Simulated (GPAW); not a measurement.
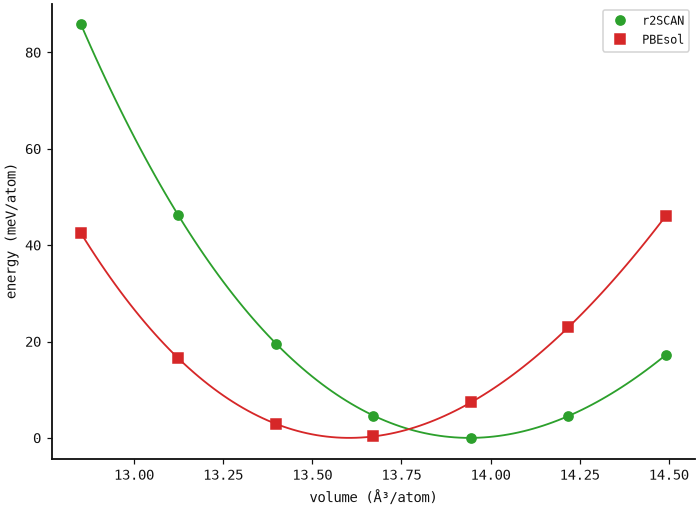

Plotted: energy against volume, with one curve for each functional, for Rh (space group Fm-3m).

Method: PAW DFT in plane waves, on a grid or in atomic orbitals, no spin polarisation; energies at scaled volumes of the given cell, shape and fractions fixed, counted from the fit's minimum, third-order Birch-Murnaghan fit (GPAW 26.7.0). All runs: no spin polarisation.

k mesh 12×12×12; occupations Fermi–Dirac; smearing width 0.05 eV; wave cutoff 600 eV.

Settings that differ: r2SCAN: potentials GPAW-PAW-data-sets-(gpaw-data-1.2.1); PBEsol: potentials PAW-data-sets-made-by gpaw-setup-for-the-functional.

Order the curves by fitted equilibrium volume, smallest first.

Answer. PBEsol 13.604, r2SCAN 13.941 Å³/atom.

Order the curves by fitted bulk modulus, smallest first.

Answer. r2SCAN 274.1, PBEsol 290.5 GPa.
